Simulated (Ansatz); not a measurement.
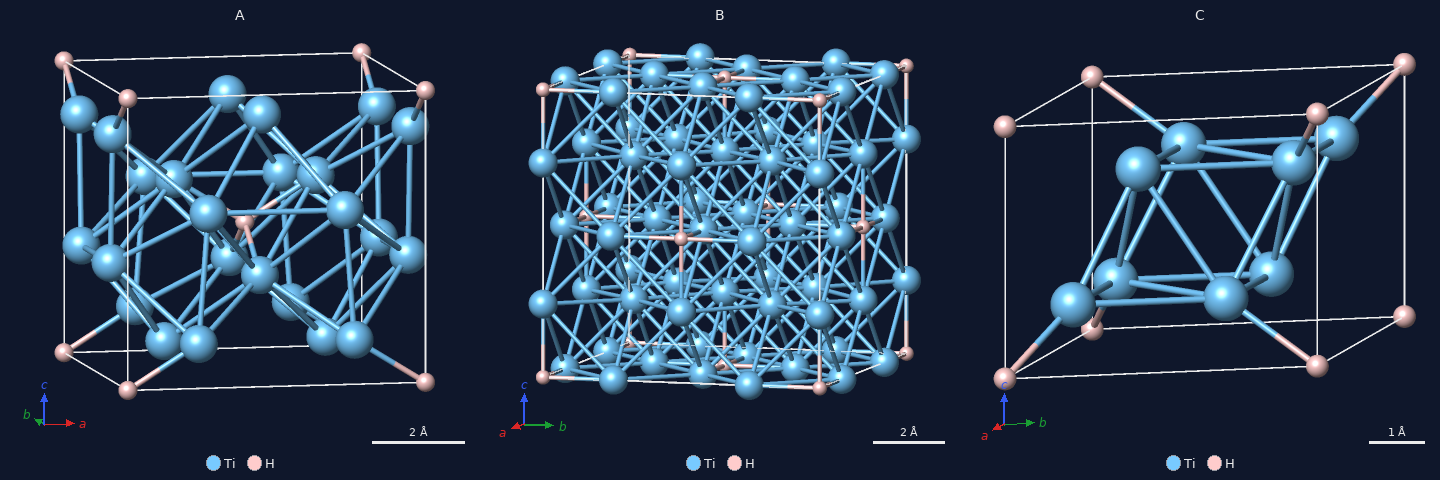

Three structures of Ti$_{8}$H, each relaxed to rest (conventional cells in solid outline, small ones repeated, each panel with its own scale). Method: DFT PBE, scalar-relativistic, plane waves, PAW (Ansatz 0.2.0), without spin polarisation.

### Give the type and space group of each panel.

A: 18 atoms a cell on a body-centred tetragonal lattice, I-4m2; B: 36 atoms a cell on a face-centred cubic lattice, Fm-3m; C: 9 atoms a cell on a primitive hexagonal lattice, P-3m1.

### Which of these is lowest in energy, and how far above it do the others lie?

C, then B (+23 meV/atom) and A (+32 meV/atom), energies at zero smearing.

### Collect the results in a table.

| panel | structure | E − E(lowest) (meV/atom) | volume (Å³/atom) | gap (eV) |
| --- | --- | --- | --- | --- |
| C | P-3m1 | 0 | 15.6 | metal |
| B | Fm-3m | 23 | 15.6 | metal |
| A | I-4m2 | 32 | 15.8 | metal |

Some of these may be structure types tried for this composition rather than known phases, and the most stable form need not be among them. Gaps are taken on the k-mesh or band path of each run.
